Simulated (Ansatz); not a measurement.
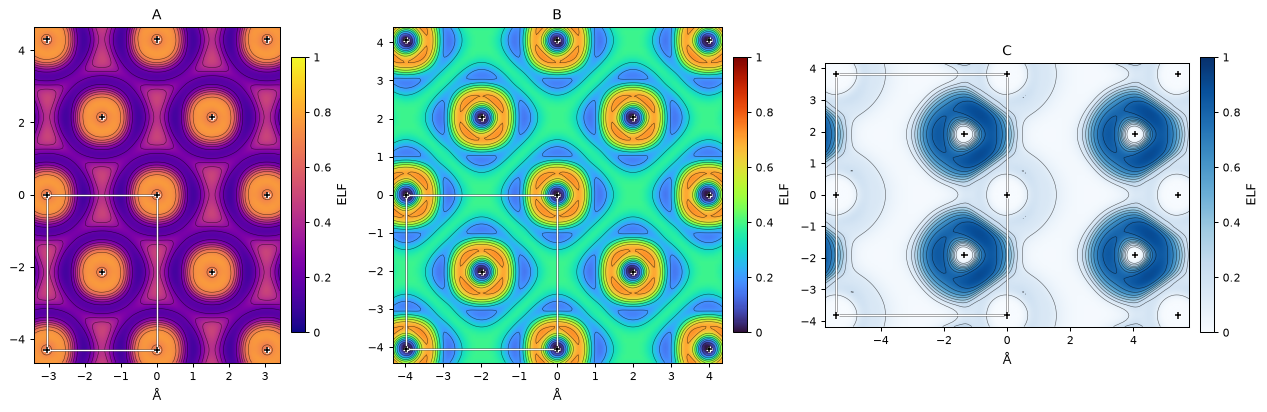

The ELF of 3 systems, each on a plane through atoms (crosses mark nuclei in the plane).

The calculation used DFT, PBEsol, PAW with Ansatz's default frozen-core files, scalar-relativistic in Ansatz.

System 1: ZnS, the (110) plane of the conventional cell. Space group F-43m; computed pressure about −2 GPa in this cell.

```
Zn S
1.0
     5.40930    0.00000    0.00000
     0.00000    0.00000   -5.40930
     0.00000    5.40930    0.00000
Zn S
4 4
Direct
  0.50000 0.50000 0.00000
  0.00000 0.50000 0.50000
  0.00000 0.00000 0.00000
  0.50000 0.00000 0.50000
  0.75000 0.75000 0.25000
  0.25000 0.75000 0.75000
  0.25000 0.25000 0.25000
  0.75000 0.25000 0.75000
```

System 2: W, the (11̄0) plane of the conventional cell. Space group I4/mmm; changed on purpose from its base cell (zz strain of -2 %, PAW files); computed pressure about −7 GPa in this cell.

```
W
1.0
     2.03000   -2.03000    0.00000
     2.03000    2.03000    0.00000
     0.00000    0.00000    3.97880
W
2
Cartesian
  0.0000 0.0000 0.0000
  2.0300 0.0000 1.9894
```

System 3: V, the (011̄) plane of the conventional cell. Space group I4/mmm; changed on purpose from its base cell (equal xx and yy strain of +1 %, PAW files); computed pressure about −15 GPa in this cell; the program warned that a starting moment wasn't kept; spin-polarised, but the moments vanished.

```
V
1.0
     3.05626    0.00000    0.00000
     0.00000    3.05626    0.00000
     0.00000    0.00000    3.02600
V
2
Direct
  0.00000 0.00000 0.00000
  0.50000 0.50000 0.50000
```

### Which map belongs to which system?

Panel A is system 3, V: the plane holds V. V–V (2.64 Å): the ELF is about 0.25 at the midpoint (no localised pair shows between them). Panel B is system 2, W: the plane holds W. W–W (2.84 Å): the ELF is about 0.35 at the midpoint. Panel C is system 1, ZnS: the plane holds Zn and S. Zn–S (2.34 Å): the ELF peaks at about 0.90 in the valence shell of S, 0.8 Å from its nucleus, and is about 0.55 at the midpoint.
